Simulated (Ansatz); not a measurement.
MgB₂: several calculations on one system

## 1. Relaxation

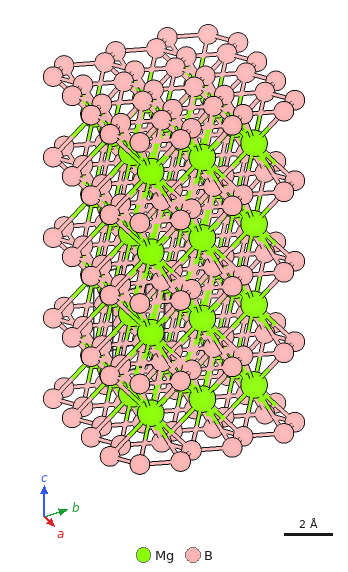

Crystalline MgB₂ (set up in P6/mmm), before the relaxation. The picture is a ball-and-stick view of the cell of the calculation, repeated 3 × 2 × 3 with one cell outlined, seen slightly off an axis.

Case: volume × 1.03, shape and atoms relaxed.

Method: DFT PBE, scalar-relativistic, plane waves, PAW (Ansatz).

Input
```yaml
crystal:
  lattice:
    - [3.1063498851, 0.0, 0.0]
    - [-1.5531749425, 2.6901779135, 0.0]
    - [0.0, 0.0, 3.5572843736]
  atoms:
    - { symbol: Mg, position: [0.0, 0.0, 0.0] }
    - { symbol: B, position: [0.3333333333, 0.6666666667, 0.5] }
    - { symbol: B, position: [0.6666666667, 0.3333333333, 0.5] }
basis:
  ecutwfc: 420
kpoints:
  mp_grid: { grid: [18, 18, 12] }
hamiltonian:
  xc: pbe
scf:
  occupations: { method: gaussian, width: 0.1 }
output:
  forces: true
  stress: true
  eigenvalues: true
  write_density: true
  write_potential: true
  elf: true
  volumetric_format: npy
relax:
  adjacent_minimum: "off"
  f_tol: 0.01
  max_steps: 30
  cell: { stress_tol: 0.1, fix: [volume] }
```

Run as
```bash
ansatz run input.yaml --threads 1 --pin off --max-ram 2560MiB --backend cpu --events-out ev --progress --plain --runs-dir out
```

### What does the optimiser find from here?

Over 1 accepted move (2 points after the start) the energy falls by 0.2 meV per atom. All forces vanish by symmetry, so only the cell relaxes. The pressure goes from −4.26 to −4.00 GPa. At 1 point the geometry stayed and the basis and grid were re-selected for the new cell (energy shift of less than 0.05 meV per atom at most each time). No atom moves by more than 0.005 Å relative to the cell. The drawn cell changes at constant volume: a = b 3.106 → 3.100 Å (−0.2 %), c 3.557 → 3.573 Å (+0.4 %). The space group stays P6/mmm (No. 191). The run took 35 s on 1 thread of Intel(R) Xeon(R) Processor @ 2.50GHz (Skylake/Cascade Lake), on a shared host, peak memory 0.41 GiB.

## 2. Relaxation

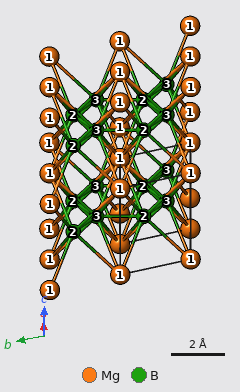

Starting structure of solid MgB2 (set up in P6/mmm). The picture is a ball-and-stick view of the cell of the calculation, repeated 2 × 2 × 2 with one cell outlined, seen from a free direction.

Method: DFT PBEsol, scalar-relativistic, plane waves, PAW (Ansatz 0.2.0).

Input
```yaml
crystal:
  lattice:
    - [3.085, 0.0, 0.0]
    - [-1.5425, 2.6716883707, 0.0]
    - [0.0, 0.0, 3.523]
  atoms:
    - { symbol: Mg, position: [0.0, 0.0, 0.0] }
    - { symbol: B, position: [0.3333333333, 0.6666666667, 0.5] }
    - { symbol: B, position: [0.6666666667, 0.3333333333, 0.5] }
basis:
  ecutwfc: 420
kpoints:
  mp_grid: { grid: [18, 18, 12] }
hamiltonian:
  xc: pbesol
scf:
  occupations: { method: gaussian, width: 0.1 }
output:
  forces: true
  stress: true
  eigenvalues: true
relax:
  adjacent_minimum: "off"
  f_tol: 0.005
  max_steps: 80
  cell: { stress_tol: 0.05 }
```

Command:
```bash
ansatz run input.yaml --threads 1 --pin off --max-ram 2560MiB --backend cpu --events-out ev --progress --plain --runs-dir out
```

### Predict the outcome.

No atom moves by more than 0.005 Å relative to the cell. The drawn cell changes as follows: a = b 3.085 → 3.065 Å (−0.7 %), c 3.523 → 3.495 Å (−0.8 %); the volume changes by −2.1 %. Some distances before and after: Mg1–B2 2.505 → 2.487 Å, B2–B3 1.781 → 1.769 Å. The space group stays P6/mmm (No. 191). Over 3 accepted moves (4 points after the start) the energy falls by 2.0 meV per atom. All forces vanish by symmetry, so only the cell relaxes. Pressure: −3.14 GPa at the start and −0.02 GPa at the end. The SCF was repeated once at an unchanged geometry on a basis and grid sized afresh for the cell, which shifted the energy by 0.2 meV per atom at most. The run took 67 s on 1 thread of Intel(R) Xeon(R) Processor @ 2.50GHz (Skylake/Cascade Lake) (shared host), peak memory 0.4 GiB.

Step by step:

| step | E − E(0), meV/atom | pressure, GPa | volume, Å³/atom | note |
| --- | --- | --- | --- | --- |
| 0 | 0.00 | -3.14 | 9.679 |  |
| 1 | -1.91 | -1.05 | 9.541 |  |
| 2 | -2.19 | 0.04 | 9.476 |  |
| 3 | -2.19 | 0.00 | 9.476 |  |
| 4 | -2.00 | -0.02 | 9.476 | same geometry, new basis |

## 3. A change

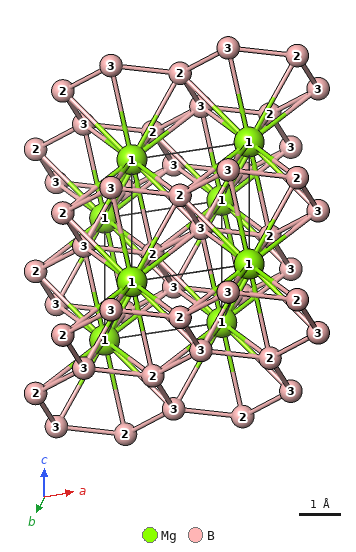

The starting point is a crystal of MgB₂ (set up in P6/mmm). The picture is a ball-and-stick view of the cell of the calculation, seen from a free direction.

Computed with Ansatz 0.2.0, DFT PBEsol, scalar-relativistic, plane waves, PAW. (plane-wave cutoff 420 eV; k-point mesh 18 × 18 × 12; occupations gaussian; smearing width 0.1 eV; no spin polarisation)

Change: The volume is changed by +10.0 %. The cell's shape and the atoms are relaxed at that volume.

What is the effect?

The drawn cell changes as follows: a = b 3.065 → 3.142 Å (+2.5 %), c 3.495 → 3.658 Å (+4.6 %); the volume changes by +10.0 %. No atom moves by more than 0.005 Å relative to the cell. Among the bonded contacts that change: B–Mg 2.487 → 2.576 Å, B–B 1.769 → 1.814 Å. The space group stays P6/mmm (No. 191). Energy change: +37.6 meV per atom. The pressure goes from 0.0 to −11.8 GPa.

The changed structure in the same view:

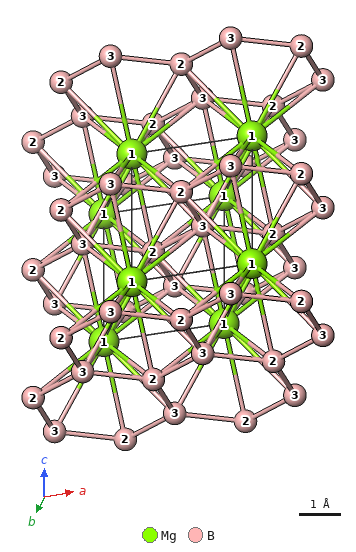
